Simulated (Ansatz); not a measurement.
WSe$_{2}$ (P-3m1, No. 164): coordinates from a relaxation with DFT PBEsol, scalar-relativistic, plane waves, PAW (Ansatz); the starting structure was generated, so it need not be a known form of this composition.

```cif
data_structure
_symmetry_space_group_name_H-M 'P-3m1'
_symmetry_Int_Tables_number 164
_cell_length_a 3.2389
_cell_length_b 3.2389
_cell_length_c 6.7896
_cell_angle_alpha 90.000
_cell_angle_beta 90.000
_cell_angle_gamma 120.000
_cell_volume 61.68
loop_
_atom_site_label
_atom_site_type_symbol
_atom_site_symmetry_multiplicity
_atom_site_Wyckoff_symbol
_atom_site_fract_x
_atom_site_fract_y
_atom_site_fract_z
_atom_site_occupancy
W1 W 1 a 0.00000 0.00000 0.00000 1
Se1 Se 2 d 0.33333 0.66667 0.25343 1
```

Q: What will a Z-contrast image along [100] show? Simulation: incoherent imaging, intensity Z^1.7 per atom, probe width 1.16 Å, thin sample. The probe carries 15 % of its weight in a tail 2.5 times as wide. The display is stretched by a gamma of 0.8; percentages refer to the linear signal. Shot noise was added.

A: The columns repeat on an oblique net of 2.80 × 6.79 Å with an angle of 90° (plane group p2). The brightest columns hold 1 W per repeat; in falling brightness follow 1 Se (about 25 %). Brightness is counted from the darkest point of the image. The closest visible columns (W and Se) are 1.96 Å apart in projection. Along the beam the structure repeats every 3.24 Å.

```json
{"column": "W", "atoms along the beam per repeat": "1 W", "peak brightness": "100 %"}
{"column": "Se", "atoms along the beam per repeat": "1 Se", "peak brightness": "25 %"}
```

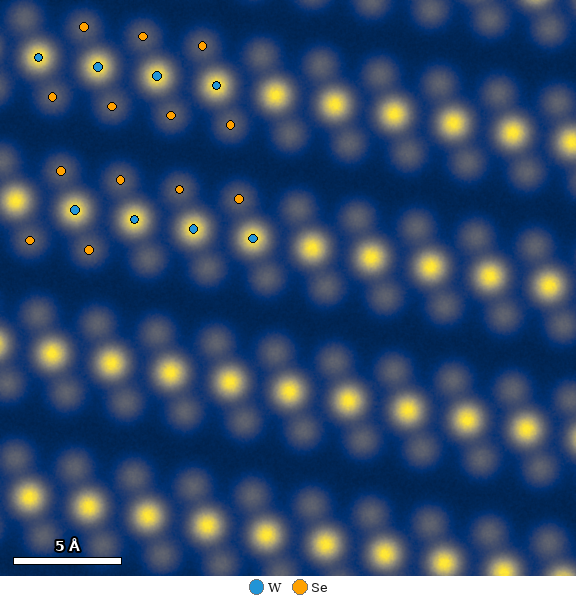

The simulated image, with the columns of the model marked in one corner.
